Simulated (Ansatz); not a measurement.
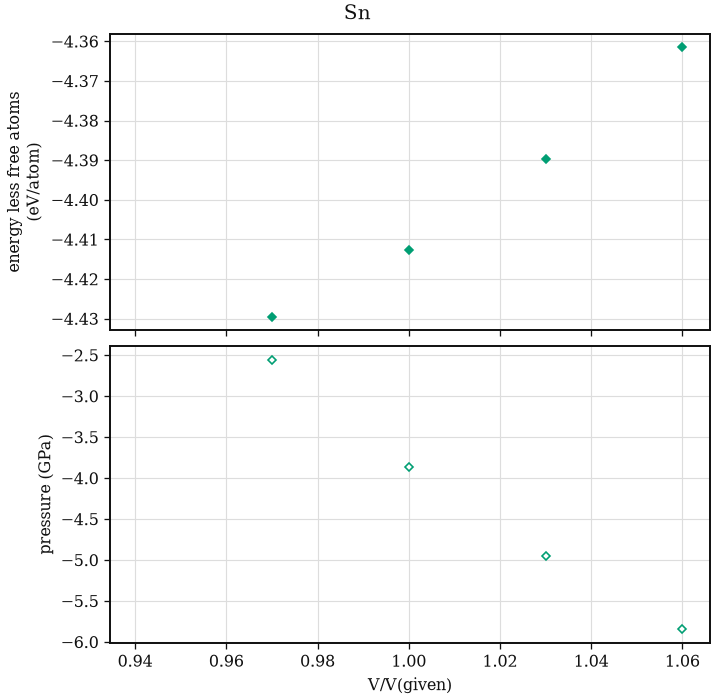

The figure shows the energy less free atoms and pressure against V/V(given) for Sn, space group Immm (No. 71).

Starting cell:
```
Sn
1.0
    -1.69122    1.95466    2.10787
     1.69122   -1.95466    2.10787
     1.69122    1.95466   -2.10787
Sn
1
Direct
  0.00000 0.00000 0.00000
```

How it was computed, with Ansatz 0.2.0: periodic Kohn-Sham DFT of a crystal at fixed atoms, scaled to the stated factor times the given cell; pressure positive in compression, energy less spherical unpolarised free atoms. Level: LDA.

- method: all-electron LAPW
- relativity: scalar
- k mesh: 13×13×13
- occupations: Fermi–Dirac
- smearing width: 0.08 eV
- basis error target: 0.25 (meV/atom)
- nucleus: Gaussian

V(given) is 27.87 Å³/atom.

The point at V/V(given) 0.941 is left out of the plot. What does the calculation give there?

| V/V(given) | energy less free atoms (eV/atom) | pressure (GPa) |
| --- | --- | --- |
| 0.941 | −4.4389 | −1.011 |

Keep in mind: the volumes run don't bracket the minimum of the energy, so any equilibrium value is extrapolated; shape and atomic fractions are frozen while scaling, which makes layered, chain and framework solids too stiff.
